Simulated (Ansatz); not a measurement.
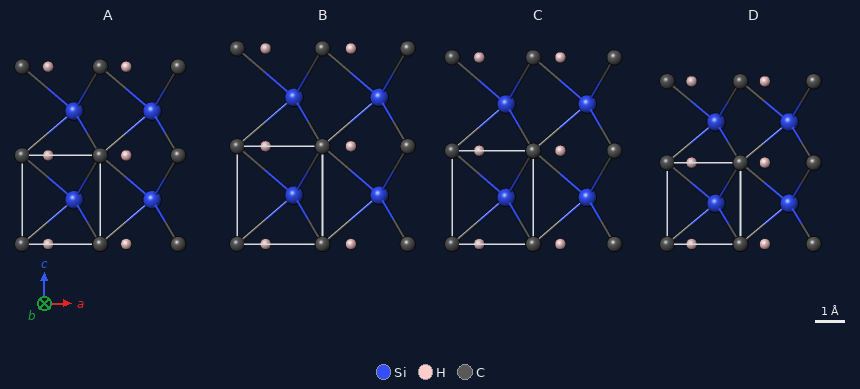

4 geometries from one relaxation of crystalline SiHC (a generated structure, set up in P-6m2) (coarse preliminary run), in shuffled order. Style: ball-and-stick. Shown: the cell of the calculation, repeated 2 × 1 × 2 with one cell outlined, along the b axis.

Level of theory: DFT PBE, scalar-relativistic, plane waves, PAW (Ansatz 0.2.0). (plane-wave cutoff 420 eV; k-point mesh 6 × 6 × 6; occupations gaussian; smearing width 0.1 eV; no spin polarisation; cell and atoms relaxed; force threshold 0.04 eV/Å; at most 70 steps)

Put them in the order of the run, from the start to the converged end.

B, C, A, D. They are steps 0, 1, 2, 7, at +557 meV per atom, +299 meV per atom, +123 meV per atom relative to the last. No atom moves by more than 0.005 Å relative to the cell. Cell: a = b 3.403 → 2.923 Å (−14.1 %), c 3.379 → 2.812 Å (−16.8 %). Volume −38.6 %. Among the contacts that change: Si–Si 3.379 → 2.812 Å, Si–Si 3.403 → 2.923 Å, C–Si 2.591 → 2.196 Å. The space group stays P-6m2 (No. 187). Over 5 accepted moves (7 points after the start) the energy falls by 557 meV per atom. All forces vanish by symmetry, so only the cell relaxes. The pressure goes from −27.06 to 0.01 GPa. The line search rejected the trial step at point 4 of the run. The SCF was repeated once at an unchanged geometry on a basis and grid sized afresh for the cell, which shifted the energy by 1.7 meV per atom at most.
